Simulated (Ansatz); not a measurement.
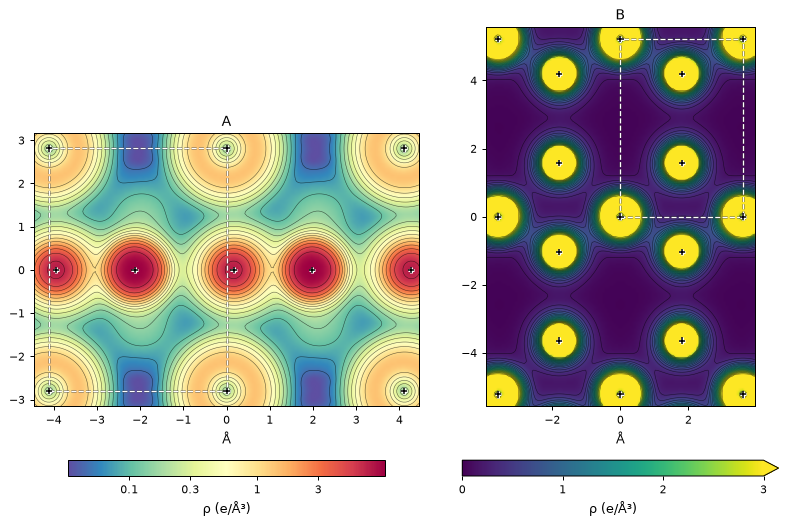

The valence electron density of 2 systems, each on a plane through atoms (crosses mark nuclei in the plane).

Computed with Ansatz, DFT, r2SCANh, plane waves, PAW.

System 1: ZrO$_{2}$, the (010) plane of the conventional cell. Space group P4₂/nmc; started from the measured structure prototype, which need not be the ambient phase.

```cif
data_structure
_symmetry_space_group_name_H-M 'P 1'
_symmetry_Int_Tables_number 1
_cell_length_a 3.6010
_cell_length_b 3.6010
_cell_length_c 5.2272
_cell_angle_alpha 90.000
_cell_angle_beta 90.000
_cell_angle_gamma 90.000
_cell_volume 67.78
loop_
_atom_site_label
_atom_site_type_symbol
_atom_site_fract_x
_atom_site_fract_y
_atom_site_fract_z
_atom_site_occupancy
Zr1 Zr 0.00000 0.00000 0.00000 1
Zr2 Zr 0.50000 0.50000 0.50000 1
O1 O 0.00000 0.50000 0.19697 1
O2 O 0.00000 0.50000 0.69697 1
O3 O 0.50000 0.00000 0.30303 1
O4 O 0.50000 0.00000 0.80303 1
```

System 2: BaTiO$_{3}$, the (110) plane of the conventional cell. Space group P4mm; started from the measured structure prototype, which need not be the ambient phase; computed without spin polarisation.

```cif
data_structure
_symmetry_space_group_name_H-M 'P 1'
_symmetry_Int_Tables_number 1
_cell_length_a 3.9724
_cell_length_b 3.9724
_cell_length_c 4.1122
_cell_angle_alpha 90.000
_cell_angle_beta 90.000
_cell_angle_gamma 90.000
_cell_volume 64.89
loop_
_atom_site_label
_atom_site_type_symbol
_atom_site_fract_x
_atom_site_fract_y
_atom_site_fract_z
_atom_site_occupancy
Ba1 Ba 0.00000 0.00000 0.99564 1
Ti1 Ti 0.50000 0.50000 0.47753 1
O1 O 0.50000 0.50000 0.03455 1
O2 O 0.50000 0.00000 0.51764 1
O3 O 0.00000 0.50000 0.51764 1
```

**Which map belongs to which system?**

Panel A is system 2, BaTiO$_{3}$: the plane holds Ba, Ti and O. Ti–O (1.82 Å): ρ is about 1 e/Å³ halfway. Panel B is system 1, ZrO$_{2}$: the plane holds Zr and O. Zr–O (2.07 Å): ρ at the midpoint is about 0.72 e/Å³.
